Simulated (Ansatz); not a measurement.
# NbN: what the fields show

The calculation's input:

```
crystal:
  lattice:
    - [0.0, -2.2107715326, -2.2107715326]
    - [-2.2107715326, 0.0, -2.2107715326]
    - [2.2107715326, 2.2107715326, -4.4215430652]
  atoms:
    - { symbol: Nb, position: [0.75, 0.75, 0.75] }
    - { symbol: Nb, position: [0.25, 0.25, 0.25] }
    - { symbol: "N", position: [0.0, 0.0, 0.0] }
    - { symbol: "N", position: [0.5, 0.5, 0.5] }
basis:
  ecutwfc: 420
kpoints:
  mp_grid: { grid: [12, 12, 12] }
hamiltonian:
  xc: pbe
scf:
  occupations: { method: gaussian, width: 0.15 }
output:
  forces: true
  stress: true
  eigenvalues: true
  write_density: true
  write_potential: true
  elf: true
  volumetric_format: npy
```

Launched as:

```sh
ansatz run input.yaml --threads 1 --pin off --max-ram 2560MiB --backend cpu --events-out ev --progress --plain --runs-dir out
```

Space group Fm-3m.

The calculation used Ansatz, DFT PBE, scalar-relativistic, plane waves, PAW.

Core electrons are frozen (PAW), and the valence fields are smoothed inside the atomic spheres.

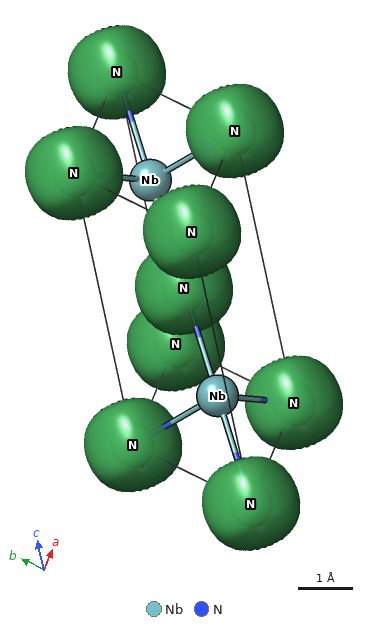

Figure 1. Isosurface of the electron localisation function at 0.65 (green), seen at an oblique angle. Core shells and regions of very low density are left out. Sticks mark near contacts.

Q: Describe the localisation domains.

A: The ELF exceeds this value in two regions wrapped around N (the valence shell of each), counted in one cell of 4 atoms. Any copies at cell faces, edges or corners count once. Along the contacts the grid gives the following. Nb–N (2.21 Å): the ELF peaks at about 0.80 in the valence shell of N, 0.6 Å from its nucleus, and is about 0.15 at the midpoint; no shared electron pair shows on this line.

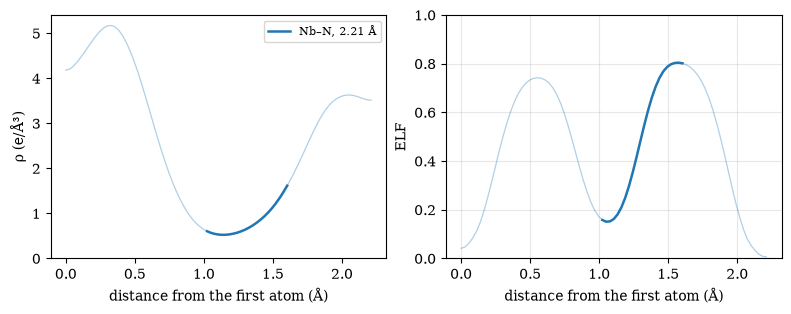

Figure 2. Valence pseudo-density and ELF along straight lines between neighbouring atoms. Thin, pale parts lie inside the atomic spheres.

Q: What can be read from the curves?

A: Nb–N (2.21 Å): the density is about 0.53 e/Å³ at the midpoint; the ELF peaks at about 0.80 in the valence shell of N, 0.6 Å from its nucleus, and is about 0.15 at the midpoint; no shared electron pair shows on this line.

Q: Metal or insulator at this level of theory?

A: It is metallic or semimetallic at this level of theory: no gap opens; semilocal functionals without U, or without the true magnetic order, often close the gap of such compounds.
